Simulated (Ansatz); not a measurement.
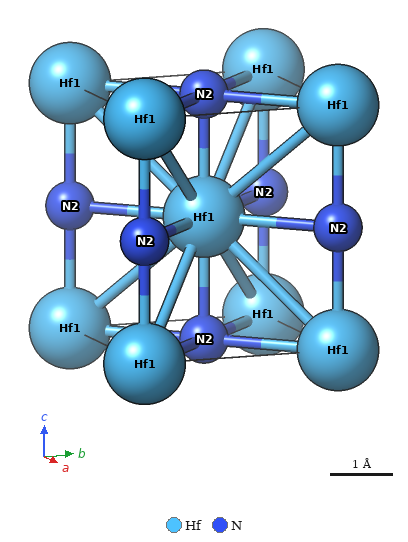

The input geometry of run 1 (ball-and-stick view of the cell 2 times as large as that of the calculation, set on its symmetry axes, seen slightly off an axis; atoms are numbered from 1 in the order of the input). An atom can appear more than once, as a periodic image.

**HfN: a changed input and its effect**

System: HfN (I4/mmm, 2 atoms in the cell).
Method of run 1: DFT PBEsol, scalar-relativistic, plane waves, PAW, no spin polarisation (Ansatz 0.2.0).

The structure derives from an entry of the Crystallography Open Database. Text and figures count atoms from 1; the logs count them from 0 in places.

**The input, run 1**
```yaml
crystal:
  lattice:
    - [0.0, 2.3847521867, 2.0270393587]
    - [2.3847521867, 0.0, 2.0270393587]
    - [2.3847521867, 2.3847521867, 0.0]
  atoms:
    - { symbol: Hf, position: [0.0, 0.0, 0.0] }
    - { symbol: "N", position: [0.5, 0.5, 0.5] }
basis:
  ecutwfc: 420
kpoints:
  mp_grid: { grid: [20, 20, 20] }
hamiltonian:
  xc: pbesol
scf:
  occupations: { method: gaussian, width: 0.15 }
output:
  forces: true
  stress: true
  eigenvalues: true
```

Launched with:
```bash
ansatz run input.yaml --threads 1 --pin off --max-ram 2560MiB --backend cpu --events-out ev --progress --plain --runs-dir out
```

Hardware: 1 thread of Arm Neoverse V1, 24 GiB of memory available, shared host.

**Output, shortened to warnings, some set-up lines, iterations and results (run 1)**
```
Basis set: ecut = 420 eV, 467 PW (Γ), exchange–correlation on 48×48×48 points (8 copies of the dense FFT grid, shifted against one another)
Symmetry: 16 space group operations
k-points: 641 of 8000
Initial density: superposition of atomic densities (neutral atoms: chi_scale 0, normalization atom), corrected by the library's trained network
[...]
SCF iter   1: F=—  HF=-15979.493721 eV  |F-HF|=—  |Δ(HF+E_count)|=         —  Δρ=9.83e-3  dr2=2.05e-2  ethr=1.77e-3  ⟨swp⟩=4.7  Hψ=50158  notcnv=0
SCF iter   2: F=—  HF=-15979.488978 eV  |F-HF|=—  |Δ(HF+E_count)|=   4.74e-3  Δρ=2.68e-3  dr2=1.18e-3  ethr=6.61e-5  ⟨swp⟩=1.4  Hψ=18340  notcnv=0
SCF iter   3: F=—  HF=-15979.488913 eV  |F-HF|=—  |Δ(HF+E_count)|=   6.57e-5  Δρ=9.24e-4  dr2=8.36e-5  ethr=3.82e-6  ⟨swp⟩=2.0  Hψ=17232  notcnv=0
SCF iter   4: F=—  HF=-15979.488928 eV  |F-HF|=—  |Δ(HF+E_count)|=   1.54e-5  Δρ=1.21e-4  dr2=2.66e-6  ethr=2.70e-7  ⟨swp⟩=2.7  Hψ=21931  notcnv=0
SCF iter   5: F=—  HF=-15979.488928 eV  |F-HF|=—  |Δ(HF+E_count)|=   1.09e-7  Δρ=6.19e-5  dr2=5.91e-7  ethr=8.57e-9  ⟨swp⟩=2.0  Hψ=22766  notcnv=0
SCF iter   6: F=-15979.488928 eV  HF=-15979.488928 eV  |F-HF|=1.01e-8  |Δ(HF+E_count)|=   3.56e-7  Δρ=2.19e-5  dr2=6.62e-8  ethr=3.23e-10  ⟨swp⟩=4.5  Hψ=60226  notcnv=0
SCF 1 converged in 6 iterations: F = -15979.488928 eV  dr2 = 6.62e-8
SCF converged after 6 iterations
Free energy (F): -15979.488928 eV
Harris-Foulkes:  -15979.488928 eV  (|F-HF|=1.01e-8)
Internal energy: -15979.481915 eV  (E = F + TS)
E sigma→0 (E₀):  -15979.485421 eV
Entropy (-TS):   -0.007013 eV (-3.506 meV/atom)
Fermi energy:    23.751863 eV
--- Per-component energies (eV) ---
  E_band       = 180.274092
  E_kinetic    = 560.527353
  E_local      = -4772.368189  (includes V_loc(G=0)·N_el)
  E_nonlocal   = -1191.712938
  E_hartree    = 2265.178953
  E_xc         = -359.681425
  E_vxc        = -345.368004  (∫ρ·V_xc dr)
  E_paw        = -6930.723732  (= ΣΔE_a)
  E_vpaw       = 1398.834991  (= ΣTr[D̂ρ^β])
  E_aug_tail   = 0.000091  (compensation charges beyond the density's cutoff)
  E_ewald      = -5551.981220
  E_core_change = 1.279190  (= ΣΔE_core)
  E_smearing   = -0.007013  (= −TS)
  E_closure    = -0.000000  (closes the sum)
  Σ components = -15979.488928   (vs F -15979.488928, Δ=0.00e0)
--- Forces (eV/Å), atoms counted from 1 ---
  atom   1  Hf    -0.00000000     0.00000000    -0.00000000
  atom   2  N      0.00000000     0.00000000    -0.00000000
  max |Σ_I F_I| component: 3.16e-30 eV/Å
--- Stress (GPa, compression-positive) ---
      -20.163135       0.000000       0.000000
        0.000000     -20.163135       0.000000
        0.000000       0.000000      87.271241
  P = ⅓ Tr σ = 15.6483 GPa (156.483 kbar)
```

For run 2 the input was changed thus:
```diff
-    - [0.0, 2.3847521867, 2.0270393587]
-    - [2.3847521867, 0.0, 2.0270393587]
-    - [2.3847521867, 2.3847521867, 0.0]
+    - [0.0, 2.4540572876, 1.9141646843]
+    - [2.4540572876, 0.0, 1.9141646843]
+    - [2.4540572876, 2.4540572876, 0.0]
```

How does run 2 compare with run 1?

With the same functional and potentials, run 2 lies 606.4 meV per atom higher. The pressure goes from 15.65 to 43.07 GPa. The number of SCF iterations is the same. The plane waves at Γ go from 467 to 471.

**Output, shortened to warnings, some set-up lines, iterations and results (run 2)**
```
Basis set: ecut = 420 eV, 471 PW (Γ), exchange–correlation on 48×48×48 points (8 copies of the dense FFT grid, shifted against one another)
Symmetry: 16 space group operations
k-points: 641 of 8000
Initial density: superposition of atomic densities (neutral atoms: chi_scale 0, normalization atom), corrected by the library's trained network
[...]
SCF iter   1: F=—  HF=-15978.282432 eV  |F-HF|=—  |Δ(HF+E_count)|=         —  Δρ=1.24e-2  dr2=3.51e-2  ethr=1.77e-3  ⟨swp⟩=4.6  Hψ=50690  notcnv=0
SCF iter   2: F=—  HF=-15978.275696 eV  |F-HF|=—  |Δ(HF+E_count)|=   6.74e-3  Δρ=3.26e-3  dr2=1.83e-3  ethr=1.13e-4  ⟨swp⟩=1.3  Hψ=18158  notcnv=0
SCF iter   3: F=—  HF=-15978.276007 eV  |F-HF|=—  |Δ(HF+E_count)|=   3.11e-4  Δρ=1.30e-3  dr2=1.75e-4  ethr=5.91e-6  ⟨swp⟩=2.4  Hψ=19957  notcnv=0
SCF iter   4: F=—  HF=-15978.276139 eV  |F-HF|=—  |Δ(HF+E_count)|=   1.32e-4  Δρ=4.28e-4  dr2=2.41e-5  ethr=5.66e-7  ⟨swp⟩=2.0  Hψ=22529  notcnv=0
SCF iter   5: F=—  HF=-15978.276104 eV  |F-HF|=—  |Δ(HF+E_count)|=   3.48e-5  Δρ=1.48e-4  dr2=2.66e-6  ethr=7.76e-8  ⟨swp⟩=2.2  Hψ=22766  notcnv=0
SCF iter   6: F=-15978.276105 eV  HF=-15978.276105 eV  |F-HF|=2.73e-8  |Δ(HF+E_count)|=   7.98e-7  Δρ=2.59e-5  dr2=9.50e-8  ethr=3.23e-10  ⟨swp⟩=4.5  Hψ=60606  notcnv=0
SCF 1 converged in 6 iterations: F = -15978.276105 eV  dr2 = 9.50e-8
SCF converged after 6 iterations
Free energy (F): -15978.276105 eV
Harris-Foulkes:  -15978.276105 eV  (|F-HF|=2.73e-8)
Internal energy: -15978.268417 eV  (E = F + TS)
E sigma→0 (E₀):  -15978.272261 eV
Entropy (-TS):   -0.007688 eV (-3.844 meV/atom)
Fermi energy:    23.688765 eV
--- Per-component energies (eV) ---
  E_band       = 182.170454
  E_kinetic    = 566.068732
  E_local      = -4834.342670  (includes V_loc(G=0)·N_el)
  E_nonlocal   = -1190.181916
  E_hartree    = 2296.211928
  E_xc         = -360.948546
  E_vxc        = -346.967668  (∫ρ·V_xc dr)
  E_paw        = -6932.528124  (= ΣΔE_a)
  E_vpaw       = 1395.157047  (= ΣTr[D̂ρ^β])
  E_aug_tail   = 0.000094  (compensation charges beyond the density's cutoff)
  E_ewald      = -5523.827104
  E_core_change = 1.279190  (= ΣΔE_core)
  E_smearing   = -0.007688  (= −TS)
  E_closure    = 0.000000  (closes the sum)
  Σ components = -15978.276105   (vs F -15978.276105, Δ=0.00e0)
--- Forces (eV/Å), atoms counted from 1 ---
  atom   1  Hf    -0.00000000     0.00000000    -0.00000000
  atom   2  N      0.00000000     0.00000000     0.00000000
  max |Σ_I F_I| component: 9.47e-30 eV/Å
--- Stress (GPa, compression-positive) ---
      -20.271966       0.000000       0.000000
        0.000000     -20.271966       0.000000
        0.000000       0.000000     169.744395
  P = ⅓ Tr σ = 43.0668 GPa (430.668 kbar)
```

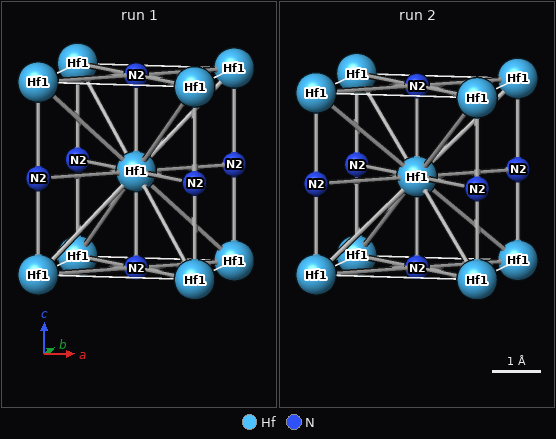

The two input geometries at one scale (ball-and-stick view of the cell 2 times as large as that of the calculation, set on its symmetry axes, seen slightly off an axis). The atoms keep their places relative to the cell (all moves are under 0.005 Å). The drawn cell changes at constant volume: a = b 3.373 → 3.471 Å (+2.9 %), c 4.054 → 3.828 Å (−5.6 %). Among the contacts that change: Hf1–N2 2.027 → 1.914 Å, Hf1–Hf1 3.130 → 3.112 Å.

**The two runs side by side**

```csv
quantity,run 1,run 2
outcome,converged,converged
free energy per atom (eV),−7989.7445,−7989.1381
"energy per atom, smearing taken to zero (eV)",−7989.7427,−7989.1361
gap on the mesh (eV),0.00,0.00
pressure (GPa),15.65,43.07
largest force (eV/Å),0.000,0.000
SCF iterations,6,6
irreducible k-points,641,641
plane waves at Γ,467,471
wall time (shared host),14 s,15 s
```

For both runs: Spin–orbit coupling is left out, which matters for Hf. The cell holds an odd number of electrons but the run has no spin polarisation, so a band is left half filled.
